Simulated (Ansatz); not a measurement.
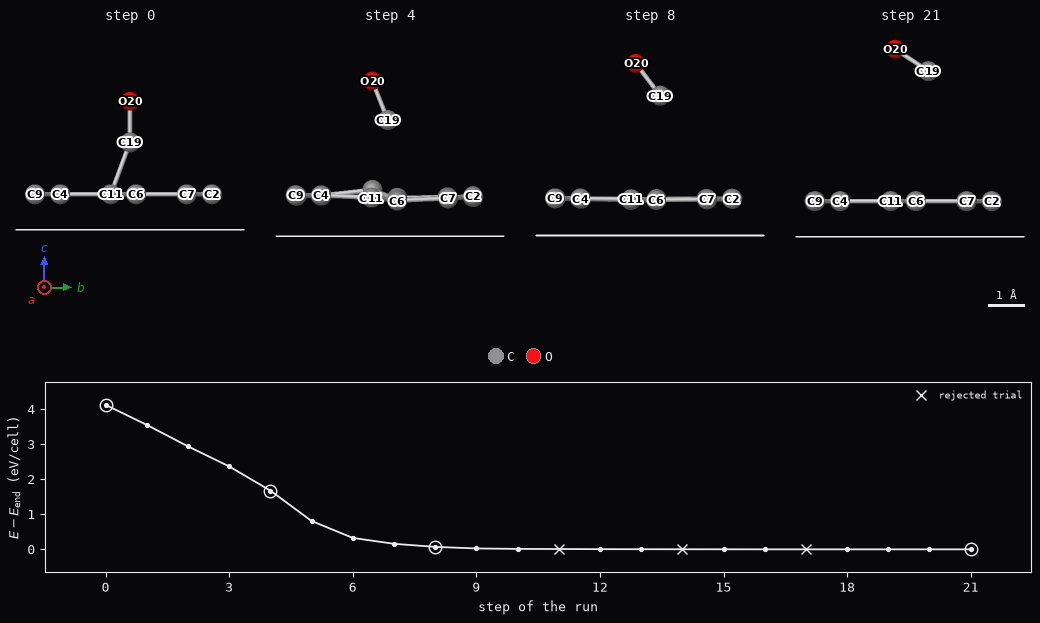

Frames of a relaxation of a slab of composition C19O, marked on the history of the run. Style: ball-and-stick. Shown: the cell of the calculation, outlined in the plane, without the vacuum (origin shifted), along the a axis.

It is CO on graphene monolayer, set down by a guess. The run prepares an end point of a later path (molecule hop) calculation, from a guessed geometry.

Level of theory: DFT PBE, scalar-relativistic, plane waves, PAW (Ansatz). Set-up: plane-wave cutoff 420 eV; k-point mesh 2 × 2 × 1; occupations gaussian; smearing width 0.05 eV; no spin polarisation; atoms relaxed in a fixed cell; force threshold 0.03 eV/Å; at most 60 steps.

> What happens along the run?

A C atom moves most relative to the layer's centre: 2.07 Å at 15° to the normal (+c side). Largest moves by element: C 2.07 Å, O 1.53 Å. The lattice vectors keep their values. Some distances before and after: C–C 1.559 → 3.814 Å, C–C 1.864 → 3.863 Å, C–C 1.976 → 3.898 Å, C–O 1.160 → 1.136 Å. Bonds break: C–C (1.56 → 3.81 Å). Over 18 accepted moves (21 points after the start) the energy falls by 4.123 eV per cell of the calculation. Largest force component: 3 eV/Å at the start, 0.025 eV/Å at the end. The line search rejected the trial steps at points 11, 14, 17 of the run. The forces were under the threshold at step 18, but the run went on from there. The run took 2.8 min on 1 thread of Arm Neoverse V1 (shared host), peak memory 0.67 GiB. From step 0 to 4: the O atom moves most (0.76 Å), energy −2.446 eV per cell of the calculation. From step 4 to 8: a C atom moves most (0.77 Å), energy −1.607 eV per cell of the calculation. From step 8 to 21: a C atom moves most (0.73 Å), energy −70.3 meV per cell of the calculation.

Limits of the set-up: the periodic images lie only 7.4 Å apart, so the values are limited by the cell's size.
